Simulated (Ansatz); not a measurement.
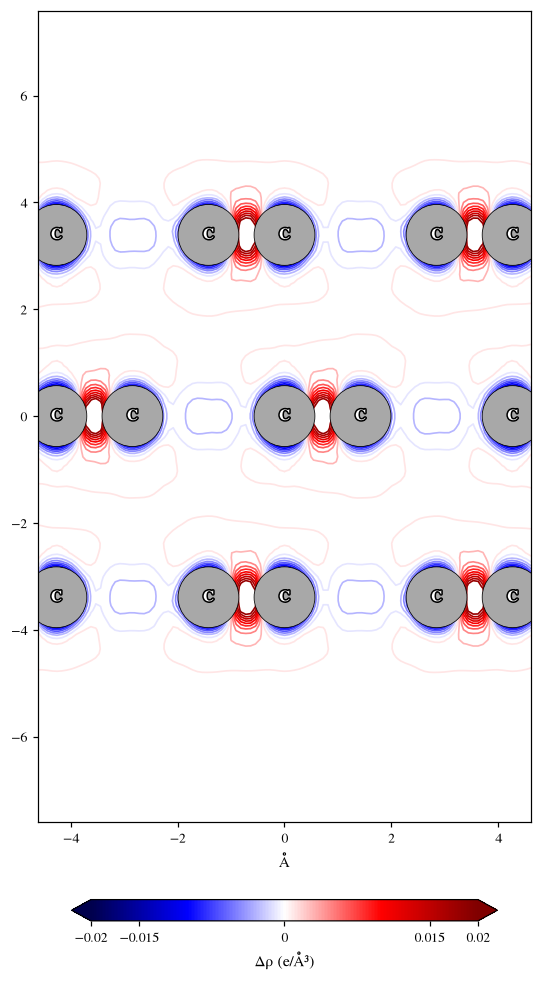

C (slab). Difference of the valence pseudo-densities of two functionals at the same geometry, on the (110) plane of the calculation cell, a cut from vacuum to vacuum: one of PBE and r2SCAN less the other.

Both computed with Ansatz (plane waves, PAW), on the same k-point mesh. Grey discs cover the atomic cores.

```
C
1.0
     2.46517    0.00000    0.00000
    -1.23258    2.13490    0.00000
     0.00000    0.00000   39.48835
C
6
Direct
  0.00000 0.00000 0.41412
  0.66667 0.33333 0.41411
  0.00000 0.00000 0.50000
  0.33333 0.66667 0.50000
  0.00000 0.00000 0.58588
  0.66667 0.33333 0.58589
```

Which was subtracted from which, and what does the map show?

It is r2SCAN less PBE. Against PBE, r2SCAN gives more density around C (+0.006 e/Å³ on average at 0.8 Å from the nucleus) and a change of +0.028 e/Å³ at the midpoint of C–C.
